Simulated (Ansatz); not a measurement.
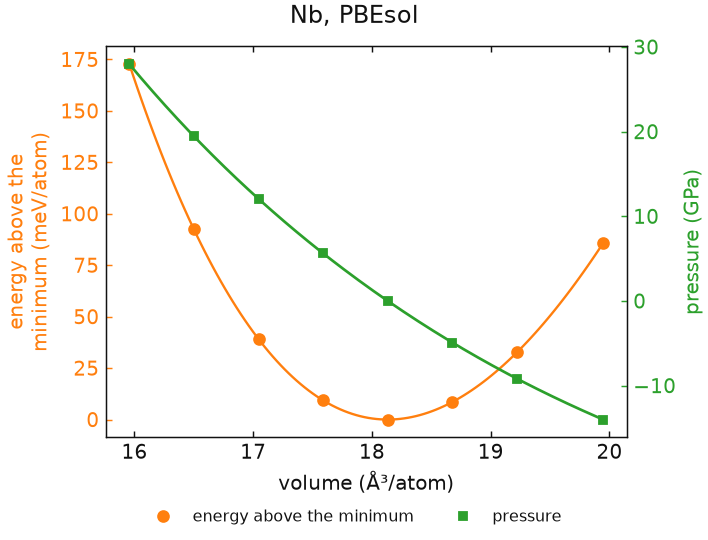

Plotted: energy above the minimum and pressure against volume for Nb, space group Fm-3m (No. 225).

Cell as given: a = 2.949 Å, b = 2.949 Å, c = 2.949 Å, α = 60.00°, β = 60.00°, γ = 60.00°; 1 atom.

Calculation (Ansatz 0.2.0): third-order Birch-Murnaghan fit to density functional energies at scaled volumes of the given relaxed cell, shape and atoms relaxed at each volume; energies count from the fitted minimum; plane waves with PAW datasets, Γ-centred k mesh. Level: PBEsol, no spin polarisation.

```csv
setting,value
wave cutoff,420 eV
k mesh,18×18×18
occupations,Gaussian
smearing width,0.1 eV
```

Tabulate the plotted points.

```
volume (Å³/atom)  energy above the minimum (meV/atom)  pressure (GPa)
          15.957                                172.7           27.97
          16.501                                 92.4           19.45
          17.045                                 39.1           12.06
          17.589                                  9.3            5.62
          18.133                                  0.0            0.00
          18.677                                  8.5           -4.91
          19.221                                 32.7           -9.18
          19.947                                 85.7          -14.01
```
